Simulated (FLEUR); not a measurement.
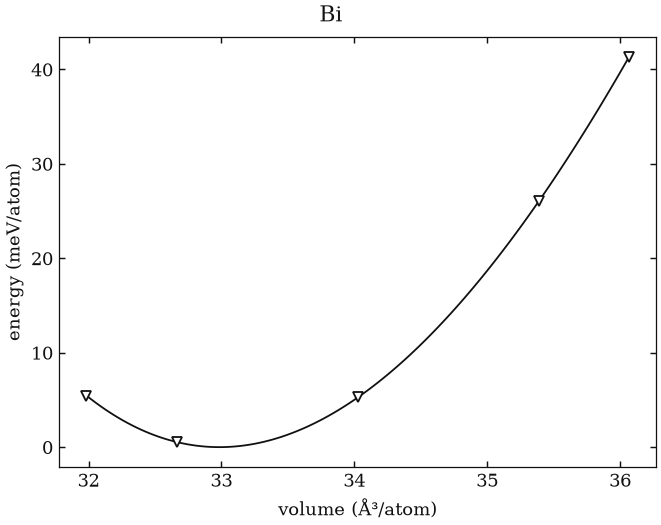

**Figure.** Energy against volume for Bi, space group C2/m (No. 12).

A third-order Birch–Murnaghan fit gives V0 = 32.98 Å³/atom, B0 = 54.4 GPa and B′ = 4.7. The energy is 5.45 meV/atom at volume 31.98 Å³/atom and 41.33 meV/atom at 36.07 Å³/atom; the lowest computed point is at volume 32.66 Å³/atom (0.54 meV/atom), and no other minimum shows among the points.

Computed with FLEUR MaX-R8.1 (later development tree): all-electron LAPW DFT, no spin polarisation; energies at scaled volumes of the given cell, shape and fractions fixed, counted from the fit's minimum, third-order Birch-Murnaghan fit. Level: SCAN.

- k mesh: 6×6×9
- occupations: Fermi–Dirac
- smearing width: 0.05 eV
- potentials: all electron
- program settings: basis FLAPW, kmax 4.1 1/bohr

Cell as given: a = 4.689 Å, b = 4.689 Å, c = 3.359 Å, α = 106.21°, β = 106.21°, γ = 83.84°; 2 atoms.

Note: spin-orbit coupling left out, heavy elements; shape and atomic fractions are frozen while scaling, which makes layered, chain and framework solids too stiff.
